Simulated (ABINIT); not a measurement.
Positron calculation of Au (part 2 of 2)

Au (1 atom in the cell); Kohn-Sham DFT of a periodic cell, LDA, JTH PAW LDA v2.0, no spin polarisation (ABINIT 10.8.3); cutoff 544.23 eV, 7×7×7 k-mesh, cold smearing of 0.136 eV. The structure was built on a prototype by a generator; it need not be a known phase. The geometry was changed: volume scaled by 0.92.

Geometry of the input (Å; fractional positions):
```
2.6731  0.0000  0.0000
0.0000  2.6731  0.0000
0.0000  0.0000  2.6731
Au 0.5000  0.5000  0.5000
```

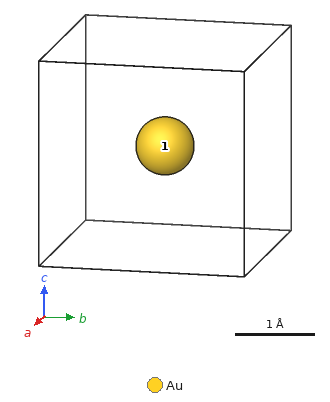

Fig. 1: The input geometry (ball-and-stick view of the cell of the calculation, seen slightly off an axis; atoms are numbered from 1 in the order of the input). An atom can appear more than once, as a periodic image.

Output, continued:
```
================================================================================

 ----iterations are completed or convergence reached----

 Mean square residual over all n,k,spin=   66.733E-09; max=  71.817E-07
 reduced coordinates (array xred) for    1 atoms
       0.500000000000      0.500000000000      0.500000000000
 rms dE/dt=  0.0000E+00; max dE/dt=  0.0000E+00; dE/dt below (all hartree)
    1       0.000000000000      0.000000000000      0.000000000000

 cartesian coordinates (angstrom) at end:
    1      1.33653642703739     1.33653642703739     1.33653642703739

 cartesian forces (hartree/bohr) at end:
    1     -0.00000000000000    -0.00000000000000    -0.00000000000000
 frms,max,avg= 0.0000000E+00 0.0000000E+00   0.000E+00  0.000E+00  0.000E+00 h/b

 cartesian forces (eV/Angstrom) at end:
    1     -0.00000000000000    -0.00000000000000    -0.00000000000000
 frms,max,avg= 0.0000000E+00 0.0000000E+00   0.000E+00  0.000E+00  0.000E+00 e/A
 length scales=  1.000000000000  1.000000000000  1.000000000000 bohr
              =  0.529177210544  0.529177210544  0.529177210544 angstroms
 Fermi (or HOMO) energy (hartree) =   0.21203   Average Vxc (hartree)=  -0.41515
 Eigenvalues (hartree) for nkpt=  20  k points:
 kpt#   1, nband= 10, wtk=  0.00292, kpt=  0.0000  0.0000  0.0000 (reduced coord)
  -0.10384   -0.01767   -0.01767    0.15998    0.15998    0.15998    0.74065    0.74065
   0.74065    0.92847
      occupation numbers for kpt#   1
   2.00000    2.00000    2.00000    2.00000    2.00000    2.00000    0.00000    0.00000
   0.00000    0.00000
 prteigrs : prtvol=0 or 1, do not print more k-points.

--- !EnergyTerms
iteration_state     : {dtset: 1, }
comment             : Components of total free energy in Hartree
kinetic             :  9.13699259263218E+00
hartree             :  4.64100573043087E+00
xc                  : -2.98719550529075E+00
Ewald energy        : -3.39821289886929E+01
psp_core            :  2.90379646507249E+00
local_psp           : -1.63918197694948E+01
PAW spherical_terms :  2.36472600129369E+00
internal            : -3.43146234740491E+01
'-kT*entropy'       : -7.04363502995604E-05
total_energy        : -3.43146939103994E+01
total_energy_eV     : -9.33750389908491E+02
...

--- !EnergyTermsDC
iteration_state     : {dtset: 1, }
comment             : '"Double-counting" decomposition of free energy'
band_energy         :  8.25006655840321E-01
Ewald energy        : -3.39821289886929E+01
psp_core            :  2.90379646507249E+00
xc_dc               : -4.06746739016403E+00
PAW spherical_terms :  6.16606825352983E-03
internal            : -3.43146271896905E+01
'-kT*entropy'       : -7.04363502995604E-05
total_energy_dc     : -3.43146976260408E+01
total_energy_dc_eV  : -9.33750491016245E+02
...

--- !EnergyTermsWithPAWCore
iteration_state     : {dtset: 1, }
comment             : 'Components of total free energy, including PAW core contributions'
Total energy        : -1.90015177062997E+04
Total energy DC     : -1.90015177100154E+04
Total energy (eV)   : -5.17057637565969E+05
Total energy DC (eV): -5.17057637667077E+05
...

 Cartesian components of stress tensor (hartree/bohr^3)
  sigma(1 1)=  1.24490392E-05  sigma(3 2)=  0.00000000E+00
  sigma(2 2)=  1.24490392E-05  sigma(3 1)=  0.00000000E+00
  sigma(3 3)=  1.24490392E-05  sigma(2 1)=  0.00000000E+00

-Cartesian components of stress tensor (GPa)         [Pressure= -3.6626E-01 GPa]
- sigma(1 1)=  3.66263380E-01  sigma(3 2)=  0.00000000E+00
- sigma(2 2)=  3.66263380E-01  sigma(3 1)=  0.00000000E+00
- sigma(3 3)=  3.66263380E-01  sigma(2 1)=  0.00000000E+00

================================================================================
== DATASET  2 ==================================================================

--- !DatasetInfo
iteration_state: {dtset: 2, }
dimensions: {natom: 1, nkpt: 1, mband: 1, nsppol: 1, nspinor: 1, nspden: 1, mpw: 258, }
cutoff_energies: {ecut:  20.0, pawecutdg:  40.0, }
electrons: {nelect:   1.00000000E+00, charge:   0.00000000E+00, occopt:   2.00000000E+00, tsmear:   1.00000000E-02, }
meta: {optdriver: 0, ionmov: 0, optcell: 0, iscf: 17, paral_kgb: 0, }
...

 mkfilename : getden/=0, take file _DEN from output of DATASET   1.

 Exchange-correlation functional for the present dataset will be:
  LDA: Perdew-Wang 92 LSD fit to Ceperley-Alder data - ixc=7
  J.P.Perdew and Y.Wang, PRB 45, 13244 (1992)

 Real(R)+Recip(G) space primitive vectors, cartesian coordinates (Bohr,Bohr^-1):
 R(1)=  5.0513756  0.0000000  0.0000000  G(1)=  0.1979659  0.0000000  0.0000000
 R(2)=  0.0000000  5.0513756  0.0000000  G(2)=  0.0000000  0.1979659  0.0000000
 R(3)=  0.0000000  0.0000000  5.0513756  G(3)=  0.0000000  0.0000000  0.1979659
 Unit cell volume ucvol=  1.2889290E+02 bohr^3
 Angles (23,13,12)=  9.00000000E+01  9.00000000E+01  9.00000000E+01 degrees

 Coarse grid specifications (used for wave-functions):

 getcut: wavevector=  0.0000  0.0000  0.0000  ngfft=  24  24  24
         ecut(hartree)=     20.000   => boxcut(ratio)=   2.36005

 getcut : COMMENT -
  Note that boxcut > 2.2 ; recall that boxcut=Gcut(box)/Gcut(sphere) = 2
  is sufficient for exact treatment of convolution.
  Such a large boxcut is a waste : you could raise ecut
  e.g. ecut=   27.849212 Hartrees makes boxcut=2

 Fine grid specifications (used for densities):

 getcut: wavevector=  0.0000  0.0000  0.0000  ngfft=  30  30  30
         ecut(hartree)=     40.000   => boxcut(ratio)=   2.08601

--- Pseudopotential description ------------------------------------------------
- pspini: atom type   1  psp file is ./Au.LDA_PW-JTH.xml
 Pseudopotential format is: paw10
 basis_size (lnmax)=  6 (lmn_size= 18), orbitals=   0   0   1   1   2   2
 Spheres core radius: rc_sph= 2.50869560
 Shapefunction is SIN type: shapef(r)=[sin(pi*r/rshp)/(pi*r/rshp)]**2
 Radius for shape functions =  2.26305713
 Compensation charge density is not taken into account in XC energy/potential

--------------------------------------------------------------------------------

================================================================================

--- !BeginCycle
iteration_state: {dtset: 2, }
solver: {iscf: 17, nstep: 80, nline: 10, wfoptalg: 10, }
tolerances: {toldfe: 1.00E-07, }
...

     iter   Etot(hartree)      deltaE(h)  residm     nres2
 ETOT  1  -34.668482174041    -3.467E+01 7.717E-04 1.186E+00
 ETOT  2  -34.668603629820    -1.215E-04 5.014E-08 3.432E-01
 ETOT  3  -34.668603673996    -4.418E-08 1.127E-15 1.323E-03
 ETOT  4  -34.668603673996     2.274E-13 2.557E-22 2.711E-05

 At SCF step    4, etot is converged :
  for the second time, diff in etot=  2.274E-13 < toldfe=  1.000E-07

--- !ResultsGS
iteration_state: {dtset: 2, }
comment   : Summary of ground state results
lattice_vectors:
- [  5.0513756,   0.0000000,   0.0000000, ]
- [  0.0000000,   5.0513756,   0.0000000, ]
- [  0.0000000,   0.0000000,   5.0513756, ]
lattice_lengths: [   5.05138,    5.05138,    5.05138, ]
lattice_angles: [ 90.000,  90.000,  90.000, ] # degrees, (23, 13, 12)
lattice_volume:   1.2889290E+02
convergence: {deltae:  2.274E-13, res2:  2.711E-05, residm:  2.557E-22, diffor:  0.000E+00, }
etotal    :  -3.46686037E+01
entropy   :   0.00000000E+00
fermie    :  -3.53906048E-01
cartesian_stress_tensor: null
pressure_GPa: null
xred      :
- [  5.0000E-01,   5.0000E-01,   5.0000E-01, Au]
cartesian_forces: null
force_length_stats: {min: null, max: null, mean: null, }
...

 Integrated electronic density in atomic spheres:
 ------------------------------------------------
 Atom  Sphere_radius  Integrated_density
    1        2.50870          0.16976678

--------------------------------------------------------------------------------
 Results for electron-positron annihilation:

 # Zero-positron density limit of Arponen and Pajanne fitted by Sterne & Kaiser
   Ref.: P.A. Sterne and J.H. Kaiser, Phys. Rev. B 43, 13892 (1991)
 # Enhancement factor of Sterne & Kaiser
   Ref.: P.A. Sterne and J.H. Kaiser, Phys. Rev. B 43, 13892 (1991)

 Positron lifetime                         (ps)   =  1.51762176E+02
 Positron lifetime with IPM for core elec. (ps)   =  1.54652377E+02
 Annihilation rate                         (ns-1) =  6.58925711E+00
 Annihilation rate with IPM for core elec. (ns-1) =  6.46611464E+00

 Annihilation rate core/valence decomposition:
   Core    contribution to ann.rate          (ns-1) =  1.08147352E+00
   Valence contribution to ann.rate          (ns-1) =  5.50778359E+00
   Core    contribution to ann.rate with IPM (ns-1) =  8.96312444E-01
   Valence contribution to ann.rate with IPM (ns-1) =  5.56980219E+00

 Annihilation rate PAW decomposition:
   Plane-wave contribution to ann.rate          (ns-1) =  5.66703218E+00
   Plane-wave valence contribution to ann.rate  (ns-1) =  5.54069115E+00
   On-site core contribution to ann.rate        (ns-1) =  9.55132490E-01
   On-site valence contribution to ann.rate     (ns-1) = -3.29075640E-02
   Plane-wave contribution to ann.rate with IPM (ns-1) =  5.62195761E+00
   Plane-wave core contrb. to ann.rate with IPM (ns-1) =  4.16649916E-02

      (*) IPM=Independent particle Model

================================================================================

 ----iterations are completed or convergence reached----

 Mean square residual over all n,k,spin=   25.571E-23; max=  25.571E-23
 reduced coordinates (array xred) for    1 atoms
       0.500000000000      0.500000000000      0.500000000000
 rms dE/dt=  0.0000E+00; max dE/dt=  0.0000E+00; dE/dt below (all hartree)
    1       0.000000000000      0.000000000000      0.000000000000

 cartesian coordinates (angstrom) at end:
    1      1.33653642703739     1.33653642703739     1.33653642703739
 length scales=  1.000000000000  1.000000000000  1.000000000000 bohr
              =  0.529177210544  0.529177210544  0.529177210544 angstroms
 Fermi (or HOMO) energy (hartree) =  -0.35391   Average Vxc (hartree)=  -0.34638
 Eigenvalues (hartree) for nkpt=   1  k points:
 kpt#   1, nband=  1, wtk=  1.00000, kpt=  0.0000  0.0000  0.0000 (reduced coord)
  -0.35391

--- !EnergyTerms
iteration_state     : {dtset: 2, }
comment             : Components of total free energy in Hartree
kinetic             :  1.70097560328613E-01
local_psp           : -8.36530978074623E-01
PAW spherical_terms :  1.04095479430069E-01
positronic          : -5.62337938315940E-01
electronic          : -3.43146976260409E+01
electron_positron_interaction:  2.08947901550153E-01
total_energy        : -3.46680876628066E+01
total_energy_eV     : -9.43366723802160E+02
...

--- !EnergyTermsDC
iteration_state     : {dtset: 2, }
comment             : '"Double-counting" decomposition of free energy'
band_energy         : -3.53906047955239E-01
PAW spherical_terms :  0.00000000000000E+00
electron_positron_dc: -2.08947901550165E-01
positronic          : -5.62853949505401E-01
electronic          : -3.43146976260409E+01
electron_positron_interaction:  2.08947901550153E-01
total_energy_dc     : -3.46686036739961E+01
total_energy_dc_eV  : -9.43380765181944E+02
...

== END DATASET(S) ==============================================================
================================================================================

 -outvars: echo values of variables after computation  --------
            acell      1.0000000000E+00  1.0000000000E+00  1.0000000000E+00 Bohr
           etotal1    -3.4314697626E+01
           etotal2    -3.4668603674E+01
            fcart1    -0.0000000000E+00 -0.0000000000E+00 -0.0000000000E+00
            fcart2     9.9999999999E+99  9.9999999999E+99  9.9999999999E+99
            rprim      5.0513756088E+00  0.0000000000E+00  0.0000000000E+00
                       0.0000000000E+00  5.0513756088E+00  0.0000000000E+00
                       0.0000000000E+00  0.0000000000E+00  5.0513756088E+00
           strten1     1.2449039242E-05  1.2449039242E-05  1.2449039242E-05
                       0.0000000000E+00  0.0000000000E+00  0.0000000000E+00
           strten2     9.9999999999E+99  9.9999999999E+99  9.9999999999E+99
                       9.9999999999E+99  9.9999999999E+99  9.9999999999E+99
           xangst      1.3365364270E+00  1.3365364270E+00  1.3365364270E+00
             xred      5.0000000000E-01  5.0000000000E-01  5.0000000000E-01
 Calculation completed.
```

Results in brief:

| quantity | value |
| --- | --- |
| outcome | converged |
| space group (tolerance 0.01 Å) | Pm-3m (221) |
| electrons treated | 11 |
| free energy | −933.7505 eV |
| positron lifetime (one of the program's estimates) | 151.8 ps |
| Fermi energy | 5.770 eV |
| gap on the k-point mesh | none (metallic) |
| pressure | −0.37 GPa |
| largest force (length of the vector) | under 0.001 eV/Å |
| hardware | 1 thread of AMD EPYC (Zen 5), 32 GiB of memory available, shared host |
| wall time | 4 s |
| peak memory | 0.07 GiB |

Remarks:

Points of doubt noted for this run: PAW basis incomplete for positron. Spin–orbit coupling is left out, which matters for Au.
